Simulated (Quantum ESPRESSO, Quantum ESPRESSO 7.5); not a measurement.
# Nb(100) under a row of overlayers

Aim: how a monolayer of each of several elements shifts the work function of Nb(100).

Program: Quantum ESPRESSO 7.5. Level of theory: plane-wave DFT, PBEsol, GBRV ultrasoft pseudopotentials (geometry by pw.x at PBE, GBRV ultrasoft). Results are calculated unless marked as measured.

**Measured values to reproduce.**

For Nb (clean (100) face), “Anisotropic work function of elemental crystals” (2019, arxiv:1902.07811) quotes earlier work: work function (clean (100) face) 3.97 eV.

Most raw output is cut from this account.

## Step 1: The structure

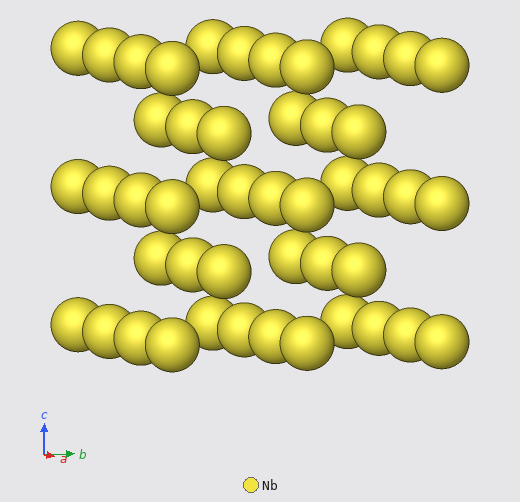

The cell as given, from the side, with the c axis up (niobium yellow). 3×2×1 cells are drawn. Some periodic images of atoms are drawn too.

The cell holds 5 atoms: 5 Nb. Its edges and angles: a = 3.300 Å, b = 3.300 Å, c = 22.600 Å, α = 90.0°, β = 90.0°, γ = 90.0°. It derives from Nb. Vacuum lies along c.

This is the clean slab. Each overlayer is one atom a surface cell, set on the hollow site and held there by symmetry.

## Step 2: Relaxation with pw.x, clean face, with nosym = False

A first try, with the settings that serve most slabs.

File clean.relax.try.in:

```
&control
  prefix = 'clean.relax'
  outdir = './out'
  pseudo_dir = './pseudo'
  nstep = 40
  forc_conv_thr = 0.001
  calculation = 'relax'
/
&system
  ibrav = 0
  nat = 5
  ntyp = 1
  ecutwfc = 40
  ecutrho = 200
  occupations = 'smearing'
  smearing = 'mv'
  degauss = 0.02
/
&electrons
  conv_thr = 1e-07
  mixing_beta = 0.4
  electron_maxstep = 120
  mixing_mode = 'local-TF'
/
&ions
/
ATOMIC_SPECIES
  Nb  92.9064  nb_pbe_v1.uspp.F.UPF
CELL_PARAMETERS angstrom
  3.30000000000000 0.00000000000000 0.00000000000000
  0.00000000000000 3.30000000000000 0.00000000000000
  0.00000000000000 0.00000000000000 22.60000000000000
ATOMIC_POSITIONS crystal
  Nb  0.000000000000 0.000000000000 0.353982300885 0 0 0
  Nb  0.500000000000 0.500000000000 0.426991150442 0 0 0
  Nb  0.000000000000 0.000000000000 0.500000000000 0 0 0
  Nb  0.500000000000 0.500000000000 0.573008849558
  Nb  0.000000000000 0.000000000000 0.646017699115
K_POINTS automatic
  8 8 1 0 0 0
```

Started as:

```sh
> OMP_NUM_THREADS=1 mpirun -n 4 pw.x -nk 4 -in clean.relax.try.in > clean.relax.try.out
```

Elapsed: 67 s, on 4 MPI ranks of Arm Neoverse V1, shared host; peak memory 0.51 GiB.

This try failed: “checkallsym (1): some of the original symmetry operations not satisfied”.

The message: “checkallsym (1): some of the original symmetry operations not satisfied”. The slab starts symmetric, and holding atoms on one side alone breaks that symmetry at the first step; without symmetry the check falls away, at the price of more k points.

## Step 3: Relaxation with pw.x, clean face

The run is repeated without symmetry.

The upper layers and the overlayer are relaxed in a plain periodic cell; the small field of the images is left in for this step. Atoms flagged 0 0 0 are held.

clean.relax.in, as its differences from the input of step 2:

```diff
@@ -17,2 +17,3 @@
   degauss = 0.02
+  nosym = .true.
 /
```

Started as:

```sh
> OMP_NUM_THREADS=1 mpirun -n 4 pw.x -nk 4 -in clean.relax.in > clean.relax.out
```

It took 11 min on 4 MPI ranks; peak memory 0.72 GiB; 44 min of CPU time.

Step by step:

| step | energy less that of the first step (eV) | largest force (eV/Å) |
| --- | --- | --- |
| 1 | 0.0000 | 1.2232 |
| 2 | -0.0533 | 0.9904 |
| 3 | -0.0955 | 0.7559 |
| 4 | -0.1286 | 0.3776 |
| 5 | -0.1341 | 0.2379 |
| 6 | -0.1356 | 0.2290 |
| 7 | -0.1373 | 0.2088 |
| 8 | -0.1396 | 0.1687 |
| 9 | -0.1422 | 0.1062 |
| 10 | -0.1439 | 0.0102 |
| 11 | -0.1439 | 0.0006 |

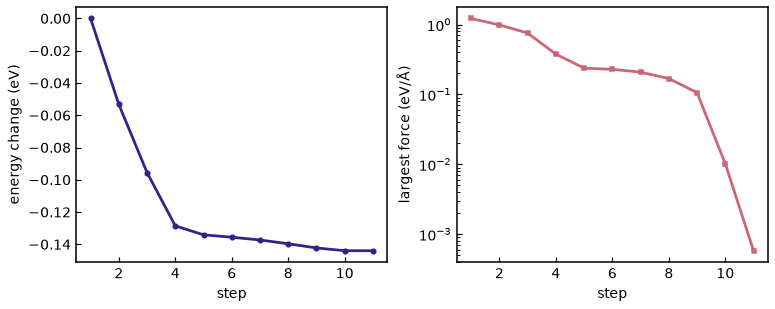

Energy and largest force along the relaxation.

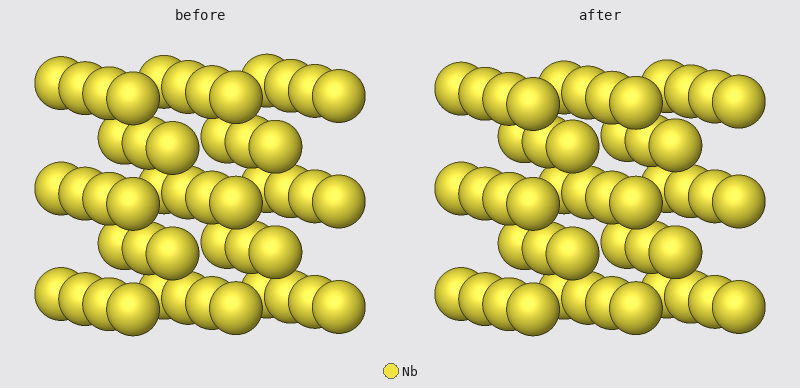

The structure before and after the relaxation, drawn at the same scale.

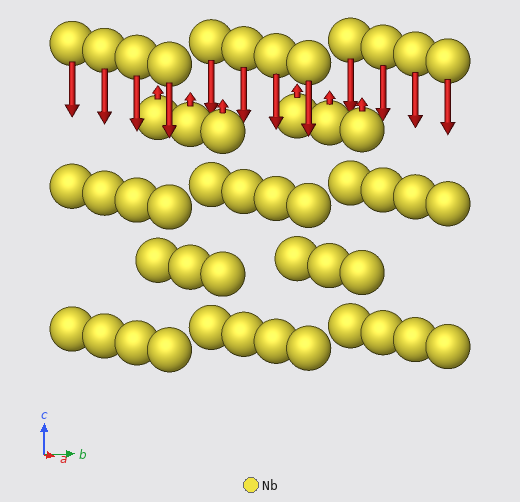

Displacements in the relaxation, exaggerated; the longest in the cell stands for 0.18 Å. 3×2×1 cells are drawn. Some periodic images of atoms are drawn too.

The atoms that moved most (Å):

| atom | dx | dy | dz | length |
| --- | --- | --- | --- | --- |
| Nb5 | 0.000 | 0.000 | -0.175 | 0.175 |
| Nb4 | 0.000 | 0.000 | 0.045 | 0.045 |

Final coordinates:

```cif
data_structure
_symmetry_space_group_name_H-M 'P 1'
_symmetry_Int_Tables_number 1
_cell_length_a 3.3000
_cell_length_b 3.3000
_cell_length_c 22.6000
_cell_angle_alpha 90.000
_cell_angle_beta 90.000
_cell_angle_gamma 90.000
_cell_volume 246.11
loop_
_atom_site_label
_atom_site_type_symbol
_atom_site_fract_x
_atom_site_fract_y
_atom_site_fract_z
_atom_site_occupancy
Nb1 Nb 0.00000 0.00000 0.35398 1
Nb2 Nb 0.50000 0.50000 0.42699 1
Nb3 Nb 0.00000 0.00000 0.50000 1
Nb4 Nb 0.50000 0.50000 0.57499 1
Nb5 Nb 0.00000 0.00000 0.63826 1
```

The relaxation lowers the energy by 29 meV an atom. On the free atoms the largest force ends at 0.001 eV/Å.

Read from the output:

- free energy: -8019.4544 eV
- Fermi energy: 4.446 eV

## Step 4: Self-consistent run, clean face

Open boundaries by another road: assume_isolated = 'esm' with bc1, the slab centred on z = 0.

Level of this step: plane-wave DFT, PBEsol, GBRV ultrasoft pseudopotentials (Quantum ESPRESSO 7.5).

File clean.esm.in:

```
&control
  prefix = 'clean.esm'
  outdir = './out'
  pseudo_dir = './pseudo'
  calculation = 'scf'
  tprnfor = .true.
/
&system
  ibrav = 0
  nat = 5
  ntyp = 1
  ecutwfc = 40
  ecutrho = 200
  occupations = 'smearing'
  smearing = 'mv'
  degauss = 0.02
  assume_isolated = 'esm'
  esm_bc = 'bc1'
/
&electrons
  conv_thr = 1e-07
  mixing_beta = 0.4
  electron_maxstep = 120
  mixing_mode = 'local-TF'
/
ATOMIC_SPECIES
  Nb  92.9064  nb_pbesol_v1.uspp.F.UPF
CELL_PARAMETERS angstrom
  3.30000000000000 0.00000000000000 0.00000000000000
  0.00000000000000 3.30000000000000 0.00000000000000
  0.00000000000000 0.00000000000000 22.60000000000000
ATOMIC_POSITIONS crystal
  Nb  0.000000000000 0.000000000000 -0.142136644900
  Nb  0.500000000000 0.500000000000 -0.069127795400
  Nb  0.000000000000 0.000000000000 0.003881054200
  Nb  0.499999993000 0.499999983000 0.078872726400
  Nb  0.000000001600 -0.000000021400 0.142136644900
K_POINTS automatic
  8 8 1 0 0 0
```

Started as:

```sh
> OMP_NUM_THREADS=1 mpirun -n 4 pw.x -nk 4 -in clean.esm.in > clean.esm.out
```

The job ended after 2 min (4 MPI ranks; peak memory 0.66 GiB; 8.1 min of CPU time).

Read from the output:

| Property | Result |
| --- | --- |
| free energy | -8018.6156 eV |
| Fermi energy | -3.762 eV |
| vacuum line at the lower end of the cell, over the Fermi level | 3.832 eV |
| vacuum line at the upper end of the cell, over the Fermi level | 3.691 eV |

The potential energy, planar mean oscillates, so the rows of the table below give means over windows of 1.59 Å about each position, cut where the curve ends. Its maxima inside the range that stand out by 2 % of the span (Å: eV): -2.4: -6.37, -0.8: -6.64, 0.9: -5.84, 2.5: -10.5. Its minima: -3.2: -21.4, -1.6: -21.1, 0.1: -21.3, 1.8: -21.3, 3.2: -21.7.

Electrostatic potential energy of an electron; zero at the Fermi level. The potential energy, planar mean by z; means over each step:

| z (Å) | potential energy, planar mean (eV) |
| --- | --- |
| -10.51 | 3.83 |
| -8.92 | 3.83 |
| -7.33 | 3.82 |
| -5.74 | 3.54 |
| -4.15 | -4.28 |
| -2.56 | -13.6 |
| -0.97 | -13.6 |
| 0.62 | -13.2 |
| 2.21 | -16.2 |
| 3.80 | -9.23 |
| 5.39 | 3.16 |
| 6.98 | 3.67 |
| 8.57 | 3.69 |
| 10.16 | 3.69 |

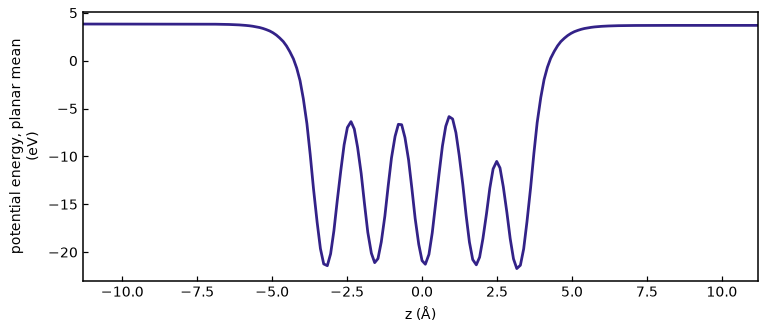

Potential energy, planar mean against z.

The vacuum levels are read from the outermost 0.7 Å of the cell on either side.

The run needed 56 iterations to bring the estimated error under 1e-07 Ry; the largest force on any atom, held or free, is 1.71 eV/Å.

Inside the slab this potential holds the local part of the pseudopotentials, which can be repulsive at the nuclei; only its value in the vacuum has a meaning of its own.

## Step 5: Projections on atomic orbitals, clean face

Projections on atomic orbitals tell which layers and orbitals hold the states near the zero of energy.

File clean.pdos.in:

```
&projwfc
  prefix = 'clean.esm'
  outdir = './out'
  filpdos = 'clean.pdos'
  Emin = -11.762
  Emax = 0.238
  DeltaE = 0.1
  ngauss = 0
  degauss = 0.01
/
```

Started as:

```sh
> OMP_NUM_THREADS=1 mpirun -n 4 projwfc.x -in clean.pdos.in > clean.pdos.out
```

Run time: 1.3 s. Hardware: 4 MPI ranks; peak memory 0.1 GiB; 5 s of CPU time.

Read from the output:

```
spilling of the projection : 7.00e-4
```

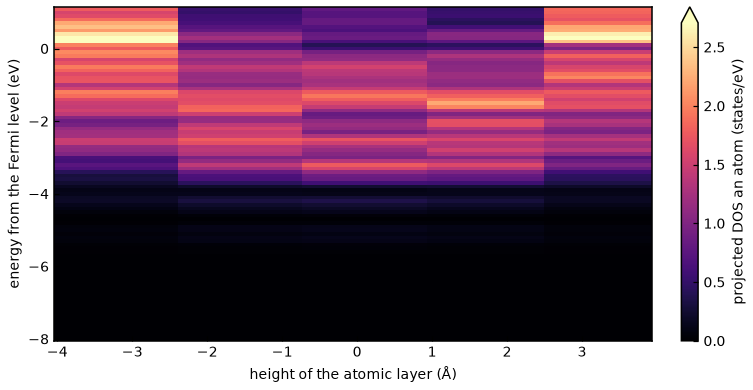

Projected DOS an atom over height of the atomic layer and energy from the Fermi level. Columns are the atomic layers from the bottom up.

The atomic orbitals miss 0.1 % of the occupied states; for empty states the projections can miss much more.

## Step 6: Relaxation with pw.x, Cl overlayer

Level of this step: plane-wave DFT, PBE, GBRV ultrasoft pseudopotentials (Quantum ESPRESSO 7.5).

System of this step: Nb(100), 5 layers, one monolayer of Cl on hollow sites. The cell holds 6 atoms: 5 Nb and 1 Cl. Cell: a = 3.300 Å, b = 3.300 Å, c = 25.600 Å, α = 90.0°, β = 90.0°, γ = 90.0°. It derives from Nb. Vacuum lies along c.

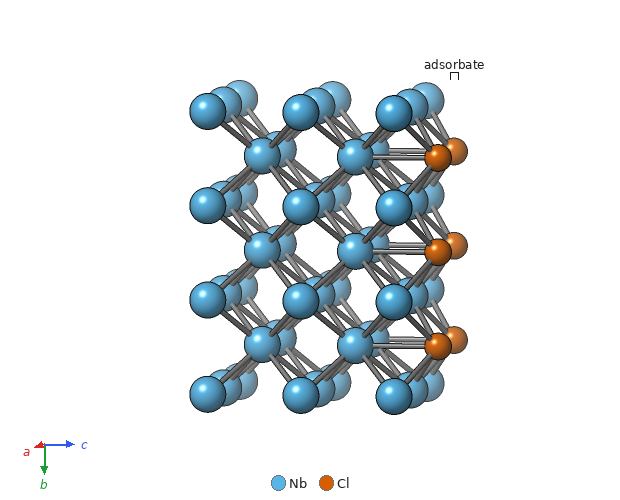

The cell of this step (niobium blue, chlorine orange). 2×3×1 cells are drawn. Some periodic images of atoms are drawn too.

File Cl.relax.in:

```
&control
  prefix = 'Cl.relax'
  outdir = './out'
  pseudo_dir = './pseudo'
  nstep = 40
  forc_conv_thr = 0.001
  calculation = 'relax'
/
&system
  ibrav = 0
  nat = 6
  ntyp = 2
  ecutwfc = 40
  ecutrho = 200
  occupations = 'smearing'
  smearing = 'mv'
  degauss = 0.02
/
&electrons
  conv_thr = 1e-07
  mixing_beta = 0.4
  electron_maxstep = 120
  mixing_mode = 'local-TF'
/
&ions
/
ATOMIC_SPECIES
  Nb  92.9064  nb_pbe_v1.uspp.F.UPF
  Cl  35.4500  cl_pbe_v1.4.uspp.F.UPF
CELL_PARAMETERS angstrom
  3.30000000000000 0.00000000000000 0.00000000000000
  0.00000000000000 3.30000000000000 0.00000000000000
  0.00000000000000 0.00000000000000 25.60000000000000
ATOMIC_POSITIONS crystal
  Nb  0.000000000000 0.000000000000 0.324218750000 0 0 0
  Nb  0.500000000000 0.500000000000 0.388671875000 0 0 0
  Nb  0.000000000000 0.000000000000 0.453125000000 0 0 0
  Nb  0.500000000000 0.500000000000 0.517578125000
  Nb  0.000000000000 0.000000000000 0.582031250000
  Cl  0.500000000000 0.500000000000 0.631912089453
K_POINTS automatic
  8 8 1 0 0 0
```

Started as:

```sh
> OMP_NUM_THREADS=1 mpirun -n 4 pw.x -nk 4 -in Cl.relax.in > Cl.relax.out
```

The job ended after 7.8 min (4 MPI ranks; peak memory 0.75 GiB; 31 min of CPU time).

Step by step:

| step | energy less that of the first step (eV) | largest force (eV/Å) |
| --- | --- | --- |
| 1 | 0.0000 | 1.1704 |
| 2 | -0.0373 | 1.0012 |
| 3 | -0.0714 | 0.7996 |
| 4 | -0.1080 | 0.4698 |
| 5 | -0.1275 | 0.2510 |
| 6 | -0.1287 | 0.1882 |
| 7 | -0.1296 | 0.1320 |
| 8 | -0.1303 | 0.0536 |
| 9 | -0.1305 | 0.0024 |

The atoms that moved most (Å):

| atom | dx | dy | dz | length |
| --- | --- | --- | --- | --- |
| Nb5 | 0.000 | 0.000 | -0.147 | 0.147 |
| Cl6 | 0.000 | 0.000 | 0.104 | 0.104 |
| Nb4 | 0.000 | 0.000 | -0.018 | 0.018 |

The relaxed structure:

```cif
data_structure
_symmetry_space_group_name_H-M 'P 1'
_symmetry_Int_Tables_number 1
_cell_length_a 3.3000
_cell_length_b 3.3000
_cell_length_c 25.6000
_cell_angle_alpha 90.000
_cell_angle_beta 90.000
_cell_angle_gamma 90.000
_cell_volume 278.78
loop_
_atom_site_label
_atom_site_type_symbol
_atom_site_fract_x
_atom_site_fract_y
_atom_site_fract_z
_atom_site_occupancy
Nb1 Nb 0.00000 0.00000 0.32422 1
Nb2 Nb 0.50000 0.50000 0.38867 1
Nb3 Nb 0.00000 0.00000 0.45313 1
Nb4 Nb 0.50000 0.50000 0.51686 1
Nb5 Nb 0.00000 0.00000 0.57630 1
Cl6 Cl 0.50000 0.50000 0.63598 1
```

The relaxation lowers the energy by 22 meV an atom. On the free atoms the largest force ends at 0.002 eV/Å.

Numbers from this step:

```
free energy  : -8474.8365 eV
Fermi energy : 4.194 eV
```

## Step 7: Self-consistent run, Cl overlayer

Level of this step: plane-wave DFT, PBEsol, GBRV ultrasoft pseudopotentials (Quantum ESPRESSO 7.5).

File Cl.esm.in:

```
&control
  prefix = 'Cl.esm'
  outdir = './out'
  pseudo_dir = './pseudo'
  calculation = 'scf'
  tprnfor = .true.
/
&system
  ibrav = 0
  nat = 6
  ntyp = 2
  ecutwfc = 40
  ecutrho = 200
  occupations = 'smearing'
  smearing = 'mv'
  degauss = 0.02
  assume_isolated = 'esm'
  esm_bc = 'bc1'
/
&electrons
  conv_thr = 1e-07
  mixing_beta = 0.4
  electron_maxstep = 120
  mixing_mode = 'local-TF'
/
ATOMIC_SPECIES
  Nb  92.9064  nb_pbesol_v1.uspp.F.UPF
  Cl  35.4500  cl_pbesol_v1.4.uspp.F.UPF
CELL_PARAMETERS angstrom
  3.30000000000000 0.00000000000000 0.00000000000000
  0.00000000000000 3.30000000000000 0.00000000000000
  0.00000000000000 0.00000000000000 25.60000000000000
ATOMIC_POSITIONS crystal
  Nb  0.000000000000 0.000000000000 -0.155880275900
  Nb  0.500000000000 0.500000000000 -0.091427150900
  Nb  0.000000000000 0.000000000000 -0.026974025900
  Nb  0.500000000000 0.500000000000 0.036756757900
  Nb  0.000000000000 0.000000000000 0.096196962400
  Cl  0.500000000000 0.500000000000 0.155880275900
K_POINTS automatic
  8 8 1 0 0 0
```

Started as:

```sh
> OMP_NUM_THREADS=1 mpirun -n 4 pw.x -nk 4 -in Cl.esm.in > Cl.esm.out
```

Wall time 2.9 min (4 MPI ranks); peak memory 0.7 GiB; 12 min of CPU time.

This step gave:

| Property | Result |
| --- | --- |
| free energy | -8473.0341 eV |
| Fermi energy | -3.946 eV |
| vacuum line at the lower end of the cell, over the Fermi level | 3.810 eV |
| vacuum line at the upper end of the cell, over the Fermi level | 4.083 eV |

The potential energy, planar mean oscillates, so the rows of the table below give means over windows of 1.59 Å about each position, cut where the curve ends. Its maxima inside the range that stand out by 2 % of the span (Å: eV): -3.2: -6.42, -1.5: -6.59, 0.1: -6.84, 1.7: -8.81, 3.3: -6.25. Its minima: -4.0: -21.5, -2.4: -21.0, -0.7: -21.4, 0.9: -21.2, 2.5: -22.5, 4.0: -14.0.

Electrostatic potential energy of an electron; zero at the Fermi level. Potential energy, planar mean against z; means over each step:

| z (Å) | potential energy, planar mean (eV) |
| --- | --- |
| -11.95 | 3.81 |
| -10.36 | 3.81 |
| -8.77 | 3.81 |
| -7.18 | 3.73 |
| -5.59 | 1.83 |
| -4.00 | -13.7 |
| -2.41 | -14.0 |
| -0.82 | -14.1 |
| 0.77 | -14.2 |
| 2.36 | -15.4 |
| 3.95 | -8.22 |
| 5.54 | 3.44 |
| 7.13 | 4.08 |
| 8.72 | 4.08 |
| 10.31 | 4.08 |
| 11.90 | 4.08 |

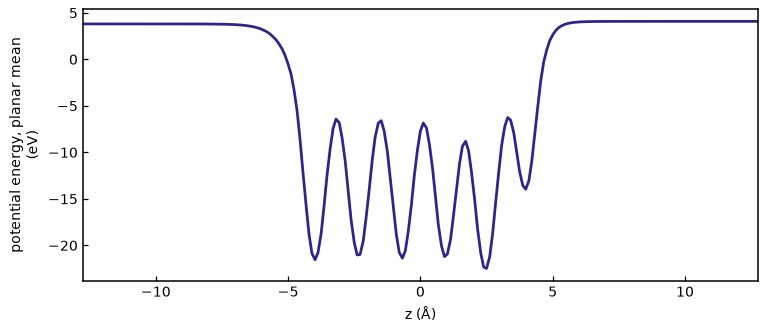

Potential energy, planar mean, plotted against z.

The covered face stands at 4.08 eV against 3.69 eV when clean.

Inside the slab this potential holds the local part of the pseudopotentials, which can be repulsive at the nuclei; only its value in the vacuum has a meaning of its own.

## Step 8: Projections on atomic orbitals, Cl overlayer

File Cl.pdos.in:

```
&projwfc
  prefix = 'Cl.esm'
  outdir = './out'
  filpdos = 'Cl.pdos'
  Emin = -11.947
  Emax = 0.054
  DeltaE = 0.1
  ngauss = 0
  degauss = 0.01
/
```

Started as:

```sh
> OMP_NUM_THREADS=1 mpirun -n 4 projwfc.x -in Cl.pdos.in > Cl.pdos.out
```

Wall time 1.6 s (4 MPI ranks); peak memory 0.11 GiB.

Numbers from this step:

| Quantity | Value |
| --- | --- |
| spilling of the projection | 0.0012 |

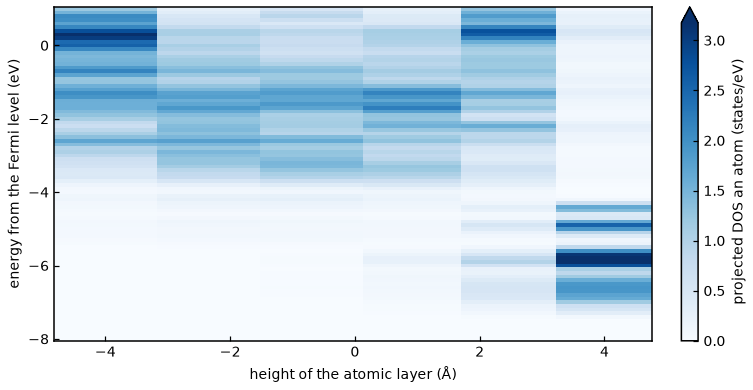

Projected DOS an atom over height of the atomic layer and energy from the Fermi level. Columns are the atomic layers from the bottom up.

The atomic orbitals miss 0.1 % of the occupied states; for empty states the projections can miss much more.

## Step 9: Relaxing the ions, Br overlayer

Level of this step: plane-wave DFT, PBE, GBRV ultrasoft pseudopotentials (Quantum ESPRESSO 7.5).

System of this step: Nb(100), 5 layers, one monolayer of Br on hollow sites. The cell holds 6 atoms: 5 Nb and 1 Br. Cell: a = 3.300 Å, b = 3.300 Å, c = 25.600 Å, α = 90.0°, β = 90.0°, γ = 90.0°. It derives from Nb. Vacuum lies along c.

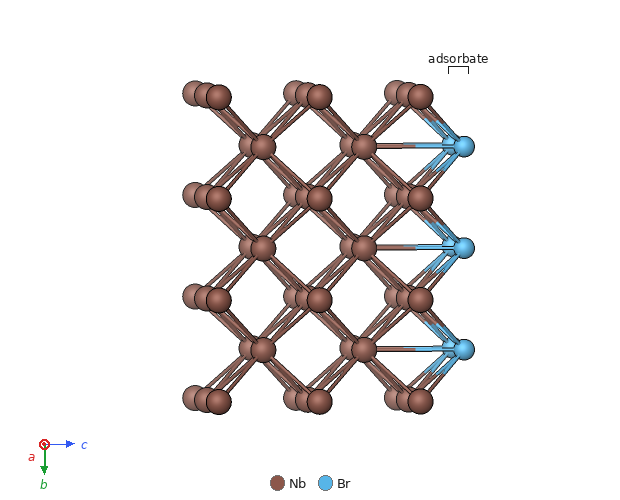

The cell of this step (niobium brown, bromine blue). 2×3×1 cells are drawn. Some periodic images of atoms are drawn too.

File Br.relax.in:

```
&control
  prefix = 'Br.relax'
  outdir = './out'
  pseudo_dir = './pseudo'
  nstep = 40
  forc_conv_thr = 0.001
  calculation = 'relax'
/
&system
  ibrav = 0
  nat = 6
  ntyp = 2
  ecutwfc = 40
  ecutrho = 200
  occupations = 'smearing'
  smearing = 'mv'
  degauss = 0.02
/
&electrons
  conv_thr = 1e-07
  mixing_beta = 0.4
  electron_maxstep = 120
  mixing_mode = 'local-TF'
/
&ions
/
ATOMIC_SPECIES
  Nb  92.9064  nb_pbe_v1.uspp.F.UPF
  Br  79.9040  br_pbe_v1.4.uspp.F.UPF
CELL_PARAMETERS angstrom
  3.30000000000000 0.00000000000000 0.00000000000000
  0.00000000000000 3.30000000000000 0.00000000000000
  0.00000000000000 0.00000000000000 25.60000000000000
ATOMIC_POSITIONS crystal
  Nb  0.000000000000 0.000000000000 0.324218750000 0 0 0
  Nb  0.500000000000 0.500000000000 0.388671875000 0 0 0
  Nb  0.000000000000 0.000000000000 0.453125000000 0 0 0
  Nb  0.500000000000 0.500000000000 0.517578125000
  Nb  0.000000000000 0.000000000000 0.582031250000
  Br  0.500000000000 0.500000000000 0.645266669361
K_POINTS automatic
  8 8 1 0 0 0
```

Started as:

```sh
> OMP_NUM_THREADS=1 mpirun -n 4 pw.x -nk 4 -in Br.relax.in > Br.relax.out
```

It took 11 min on 4 MPI ranks; peak memory 0.75 GiB; 42 min of CPU time.

Relaxation path:

| step | energy less that of the first step (eV) | largest force (eV/Å) |
| --- | --- | --- |
| 1 | 0.0000 | 0.6229 |
| 2 | -0.0084 | 0.5312 |
| 3 | -0.0159 | 0.4315 |
| 4 | -0.0239 | 0.2828 |
| 5 | -0.0291 | 0.1162 |
| 6 | -0.0296 | 0.1112 |
| 7 | -0.0305 | 0.1085 |
| 8 | -0.0318 | 0.1155 |
| 9 | -0.0328 | 0.1068 |
| 10 | -0.0333 | 0.0941 |
| 11 | -0.0338 | 0.0990 |
| 12 | -0.0345 | 0.0836 |
| 13 | -0.0350 | 0.0354 |
| 14 | -0.0351 | 0.0159 |

The atoms that moved most (Å):

| atom | dx | dy | dz | length |
| --- | --- | --- | --- | --- |
| Nb5 | 0.000 | 0.000 | -0.125 | 0.125 |
| Br6 | 0.000 | 0.000 | -0.052 | 0.052 |
| Nb4 | 0.000 | 0.000 | -0.023 | 0.023 |

The relaxation lowers the energy by 6 meV an atom. On the free atoms the largest force ends at 0.016 eV/Å.

This step gave:

- free energy: -8658.8529 eV
- Fermi energy: 4.440 eV

[end of part 1 of 2]

[Logs are printed without paths, hosts, clocks, repeated set-up lines and the standing remarks that a program may print on its own settings, such as how far it seeks lower states.]

[Hosts, paths, dates, database ids (printed as entryN), source tags and the programs' standing remarks are cut or masked in the printed files.]

[Maps of the electrostatic potential energy from Ansatz leave out the sawtooth potential of an applied field or a dipole correction, so their vacuum need not be flat; planar profiles and work functions include it.]
